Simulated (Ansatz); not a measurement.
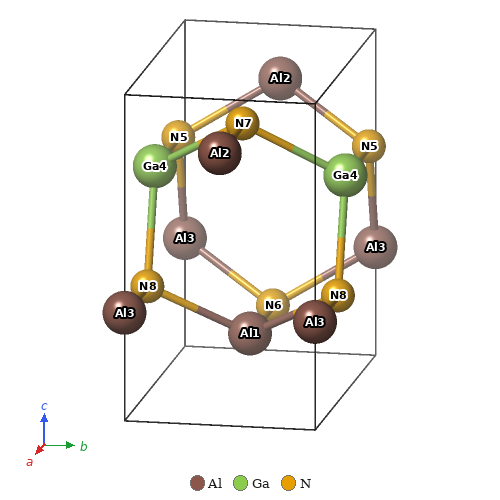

The system is Al₃GaN₄ (Pm, No. 6; 8 atoms in the cell); the picture shows the reference structure. The cell is strained homogeneously, by one strain along x and y and another along z, with fractional coordinates fixed (x along [1 0 0], z along [0 0 1] of the conventional cell). Coordinates scanned: (1) strain along x and y; (2) strain along z. The grid has 5 × 5 points. Points are written as (first, second). All energies are given in meV/atom relative to the lowest grid point. Theory: Ansatz, DFT PBEsol, scalar-relativistic, plane waves, PAW. Settings: cutoff 420 eV, k-mesh 6×8×4 in the order of the run's cell vectors, gaussian smearing 0.05 eV, no spin polarisation.

Its coordinates:

```
CELL_PARAMETERS angstrom
5.04341 0.00000 0.00011
0.00000 3.13007 0.00000
-0.00324 0.00000 5.41799
ATOMIC_POSITIONS crystal
Al 0.50023 0.50000 0.16733
Al 0.00092 0.50000 0.83481
Al 0.00109 0.00000 0.33169
Ga 0.49942 0.00000 0.66620
N 0.11117 0.00000 0.66633
N 0.12245 0.50000 0.16716
N 0.62512 0.50000 0.84019
N 0.62319 0.00000 0.32629
```

Range: strain along x and y from −8 to 8 %; strain along z from −8 to 8 %.

What will the energy surface look like?

Answer. The lowest grid point is at (0 %, 0 %). It is the only kind of minimum in the scanned range. The highest grid point, (−8 %, −8 %), lies 489 meV/atom above the lowest. Round the minimum the valley is somewhat tilted: raising strain along x and y shifts the best value of strain along z downwards (coupling k₁₂/√(k₁₁k₂₂) about 0.3). The gap on the k-mesh is 3.5 eV at the lowest point and runs from 1.7 to 4.9 eV over the map.

| strain along z ↓, strain along x and y → | −8 | −4 | 0 | 4 | 8 |
| --- | --- | --- | --- | --- | --- |
| 8 | 267 | 103 | 78 | 153 | 301 |
| 4 | 248 | 63 | 21 | 84 | 223 |
| 0 | 270 | 61 | 0 | 49 | 176 |
| −4 | 344 | 108 | 26 | 57 | 170 |
| −8 | 489 | 221 | 113 | 123 | 218 |

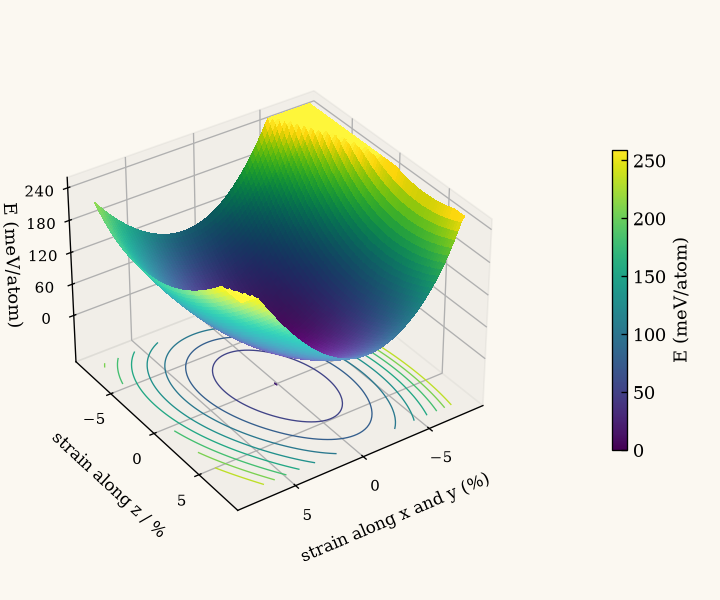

In the figure: a relief with its contours projected below, any walls above the top of the colour scale cut off. Between grid points the surface is interpolated.
